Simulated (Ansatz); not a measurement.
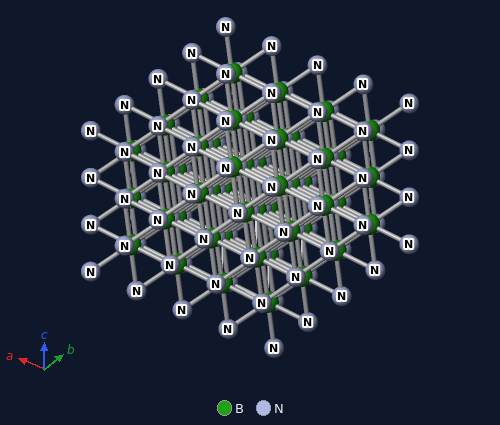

System BN (space group Pm-3m, No. 221); source of the atomic positions: the input geometry of an electronic-structure calculation (not necessarily at equilibrium); the starting structure was generated, so it need not be a known form of this composition.

Bonds are taken as B–N below 2.3 Å; no other contact counts. Atoms with one bond or none are removed and atoms with two bonds are replaced by edges, until no such atom is left.

Question: What kind of net remains, and which atoms are its nodes?

Answer: A uninodal 8-connected, three-periodic net: B and N are 8-connected nodes.

Question: Does the net have a name?

Answer: It is the bcu net, known from CsCl and the body-centred cubic metals.

Question: Is the net interpenetrated?

Answer: It is a single net, without interpenetration.

Question: Give the first six terms of the coordination sequence (nodes one, two, three … edges away).

Answer: B and N: 8, 26, 56, 98, 152, 218.

The simplified net, drawn on the atoms' positions. Nodes are coloured by element. Short stubs are edges that leave the cut-out.

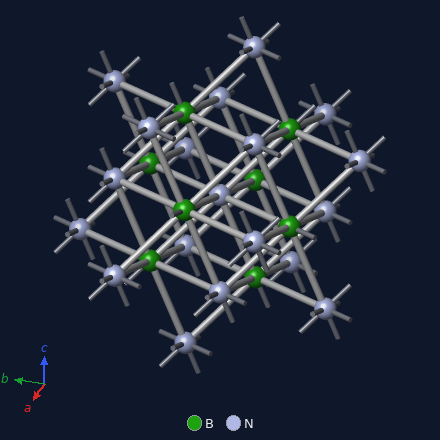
